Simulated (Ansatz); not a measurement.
System: MgB2.

The calculation's input:

```
crystal:
  lattice:
    - [3.0220231454, 0.0, 0.0]
    - [-1.5110115727, 2.6171488148, 0.0]
    - [0.0, 0.0, 3.451081861]
  atoms:
    - { symbol: Mg, position: [0.0, 0.0, 0.0] }
    - { symbol: B, position: [0.6666666667, 0.3333333333, 0.5] }
    - { symbol: B, position: [0.3333333333, 0.6666666667, 0.5] }
hamiltonian:
  xc: pbe
  pseudopotentials: { kind: paw }
kpoints:
  mp_grid: { grid: [10, 10, 8] }
scf:
  occupations: { method: fermi_dirac, width: 0.05 }
output:
  forces: true
  stress: true
  eigenvalues: true
  write_density: true
  write_potential: true
  elf: true
  volumetric_format: npy
```

Command:

```sh
ansatz run input.yaml --threads 2 --pin off --max-ram 5632MiB --backend cpu --events-out ev --progress --plain --runs-dir out
```

Below, planes, directions and counts refer to the conventional cell (a = 3.02 Å, b = 3.02 Å, c = 3.45 Å, α = 90.00°, β = 90.00°, γ = 120.00°).

Space group P6/mmm; computed pressure about 9 GPa in this cell.

Computed with Ansatz, Kohn-Sham DFT of a periodic cell, PBE, Ansatz PAW.

### What will maps of the valence pseudo-density and electron localisation function show?

B–B (1.74 Å): ρ at the midpoint is about 0.87 e/Å³; the ELF peaks at about 0.90 between the atoms.
Mg–B (2.45 Å): ρ at the midpoint is about 0.23 e/Å³; the ELF peaks at about 0.60 in the valence shell of B, 0.9 Å from its nucleus, and is about 0.40 at the midpoint.

### Metal or insulator at this level of theory?

It is metallic or semimetallic at this level of theory: no gap opens.

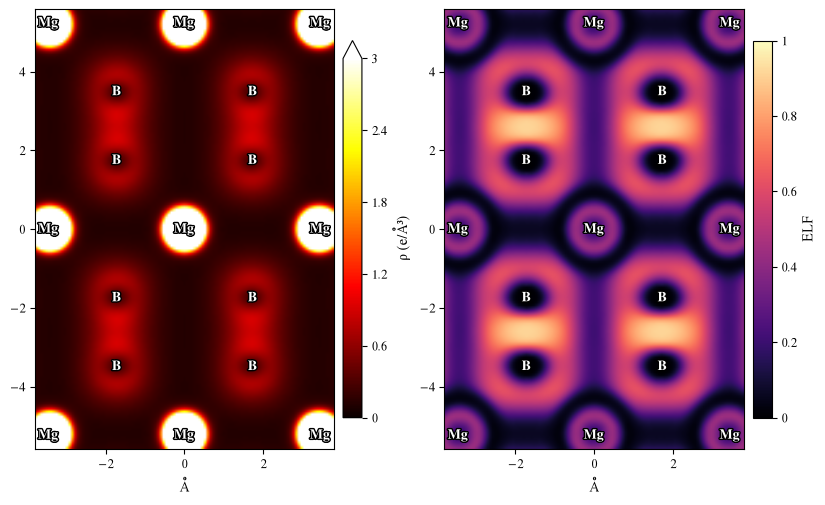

Computed valence pseudo-density and electron localisation function on the (110) plane of the conventional cell, in this order. 

The density is the valence pseudo-density of a PAW calculation; it isn't the true density close to the nuclei.
